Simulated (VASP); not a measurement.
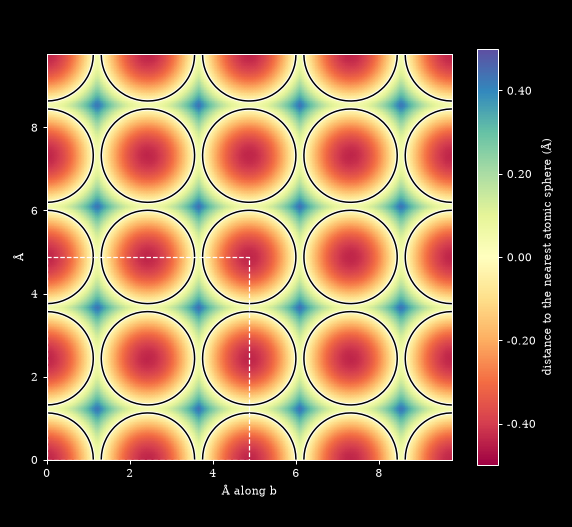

Map of the distance to the nearest atomic sphere in NaH (Fm-3m), computed on the section x = 0.250 (parallel to b and c; the dashed line is one cell). The black line marks the spheres' surfaces; positive values are empty space; unlabelled circles belong to atoms above or below the section.

The atoms' radii are covalent radii (Cordero): Na 1.66 Å, H 0.31 Å.

Source of the atomic positions: an entry of the Crystallography Open Database, as set up for an electronic-structure calculation.

```
Na H
1.0
     4.88000    0.00000    0.00000
     0.00000    4.88000    0.00000
     0.00000    0.00000    4.88000
Na H
4 4
Direct
  0.00000 0.00000 0.00000
  0.00000 0.50000 0.50000
  0.50000 0.00000 0.50000
  0.50000 0.50000 0.00000
  0.50000 0.00000 0.00000
  0.50000 0.50000 0.50000
  0.00000 0.00000 0.50000
  0.00000 0.50000 0.00000
```

Where is the largest hole in this section, and how large is it?

Answer. At 0.250, 0.750, 0.750 (fractional), where the distance reaches 0.45 Å; it is enclosed by 4 Na in a tetrahedral arrangement. It is the largest hole of the crystal.

How much of the crystal lies outside the spheres?

Answer. About 34 % of the cell's volume, and 33 % of this section's area.

What can pass through?

Answer. The largest sphere that fits anywhere has a diameter of 0.91 Å; the largest that can travel through the crystal, about 0.7 Å.
